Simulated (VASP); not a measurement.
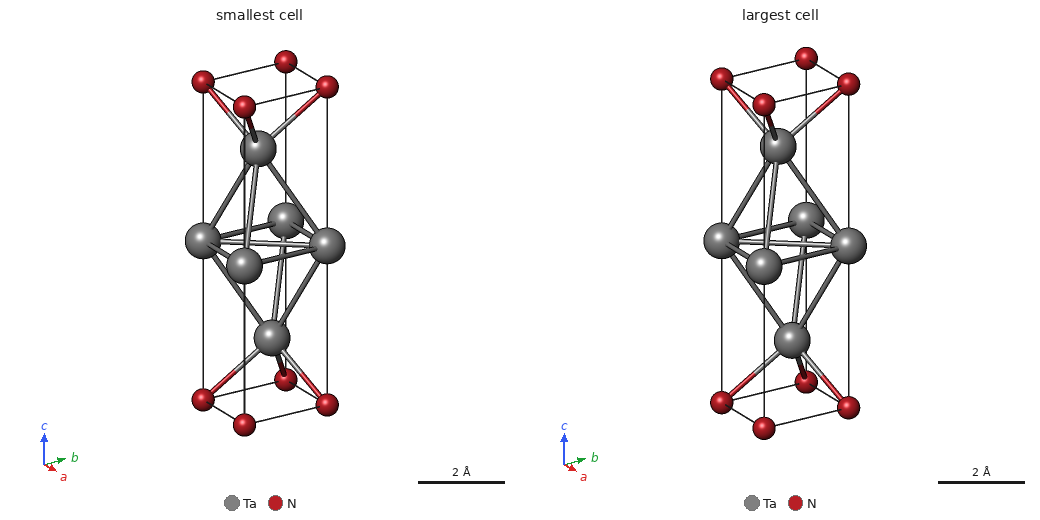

Ta₃N, space group P-3m1 (No. 164), relaxed (cell and atoms, zero pressure) with four choices of dispersion term on top of BLYP; the smallest and the largest of the relaxed conventional cells are drawn to one scale (sticks follow a distance rule). The start was a structure listed in the Materials Project. It needn't be the stable form of this composition.

Alike in all runs: VASP 6.6.1; functional BLYP; VASP's PAW PBE potentials, release 64 (Ta_pv, N); cutoff 600 eV; k mesh 7 × 7 × 3 on the run's cell of 4 atoms; occupations fermi-dirac, width 0.05 eV; no spin polarisation; no spin-orbit coupling. All runs are metallic.

| level | volume (Å³/atom) | a (Å) | c (Å) |
| --- | --- | --- | --- |
| D4 | 15.08 | 3.007 | 7.706 |
| none | 15.48 | 3.033 | 7.773 |
| D3(BJ) | 14.55 | 2.966 | 7.636 |
| D3 | ? | ? | ? |

Question: What does D3 give?

Answer: Volume 14.64 Å³/atom; a 2.971 Å; c 7.660 Å. That is between D3(BJ) and D4 in volume.

Question: Order the levels by the relaxed volume, smallest first.

Answer: D3(BJ) (14.55 Å³/atom), D3 (14.64 Å³/atom), D4 (15.08 Å³/atom), none (15.48 Å³/atom). Rows within a few tenths of a per cent can't be told apart.

Caveat: the potentials were made with another functional, which shifts all volumes alike; pairwise dispersion terms can overbind metals strongly; spin-orbit coupling is left out, which matters for Ta, if less for volumes and forces than for levels.
